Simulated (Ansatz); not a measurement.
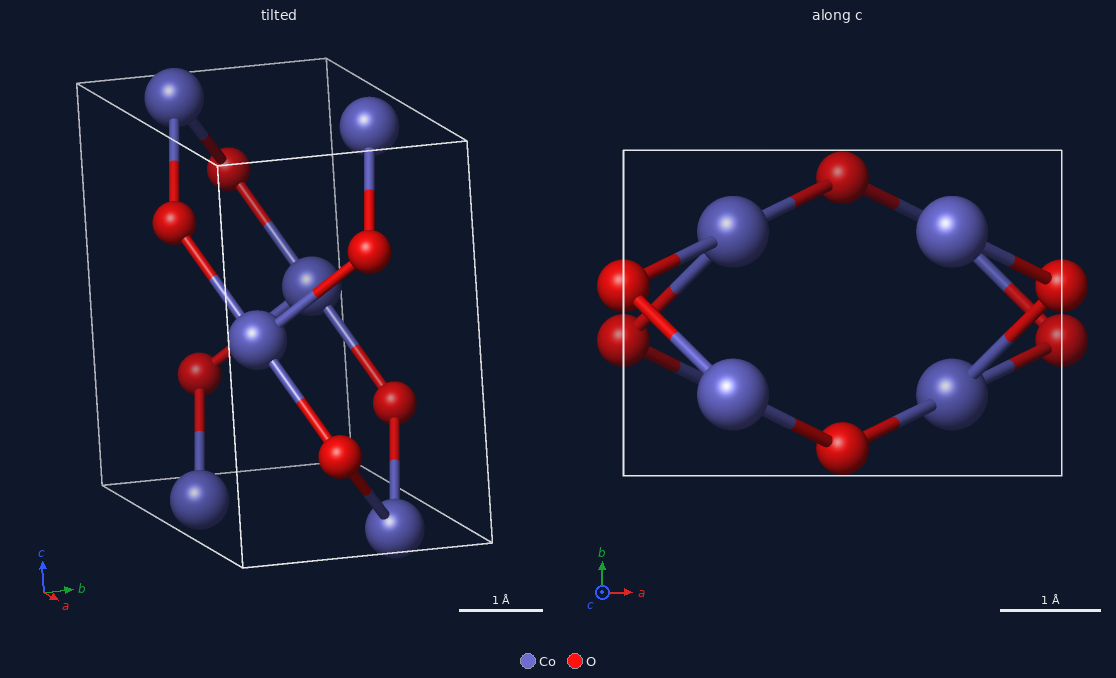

A ball-and-stick rendering, viewed slightly off an axis and along the c axis. One conventional unit cell is framed, with atoms on its boundary repeated. Cell: a = 4.46 Å, b = 3.27 Å, c = 4.90 Å, α = 90.00°, β = 99.48°, γ = 90.00°.

Provenance: a generated cell, made by putting these elements into a known structure type (the compound may or may not exist in this form); not relaxed. A calculation with Ansatz used it as input.

State composition, symmetry and coordination.

The material is CoO. The structure has C2/c (No. 15) symmetry and a base-centred monoclinic lattice. One cell contains 4 Co, 4 O, 8 atoms in all. About every Co there are four O in a distorted square planar arrangement at about 1.9 Å. The neighbours of O are four Co at about 1.9 Å. Not all metal-metal contacts are counted. The bonds build a three-dimensional framework.

All computed values are from Ansatz, DFT, PAW plane waves, PBE. Settings: a plane-wave cutoff of 420 eV, k-points about 0.34 Å⁻¹ apart, Fermi-Dirac smearing of 0.1 eV, spinor wavefunctions.

Which atoms carry magnetic moments in this run, and how do they order?

The state reached is ferromagnetic. Sizes: Co 0.9 μB; net moment 1.9 μB in the run's cell of 4 atoms.

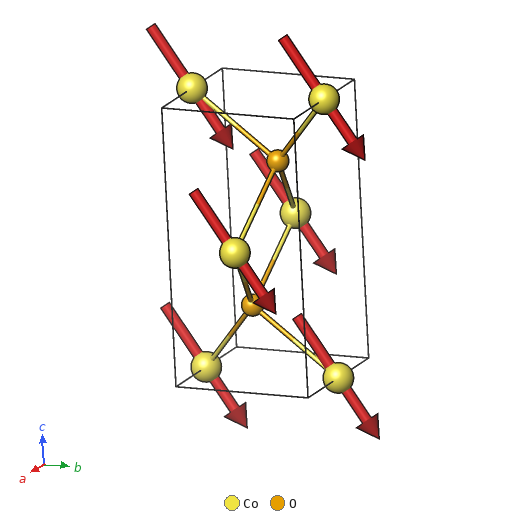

Site moments above 0.25 μB as arrows, small induced ones on non-metal atoms left out (red along the largest or up, blue against, purple across). The run's cell of 4 atoms is drawn, so axes and origin can differ from the first picture.

Predict the gap.

A metal: bands cross the Fermi level.

How are the electrons shared out in a Bader analysis?

Co +1.05 e; O -1.05 e.

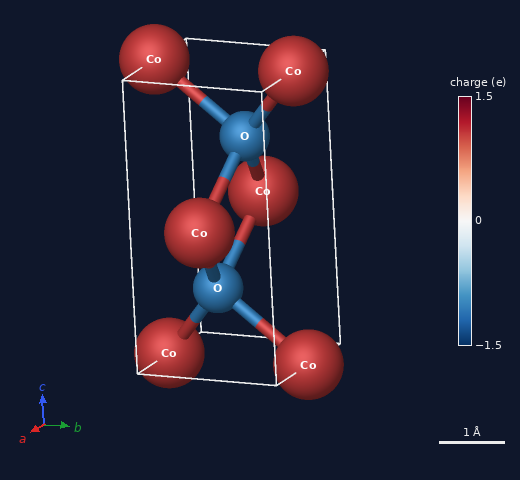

The atoms coloured by those charges. The run's cell of 4 atoms is drawn, so axes and origin can differ from the first picture.

Does this geometry sit at a stationary point of the energy?

No. The largest force is 0.61 eV/Å, on O. The pressure is 18.2 GPa, so the cell would expand. The stress isn't hydrostatic: its largest component is 26.3 GPa.

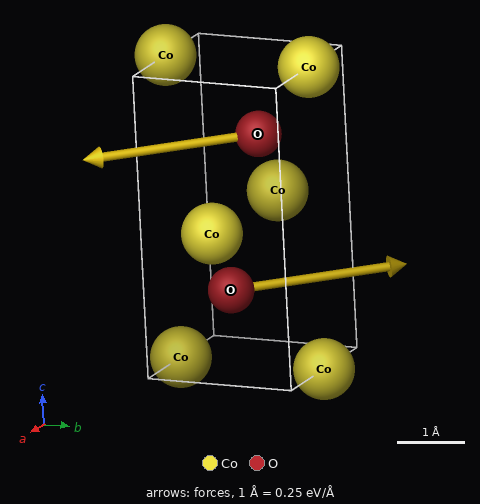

The forces as arrows. The run's cell of 4 atoms is drawn, so axes and origin can differ from the first picture.
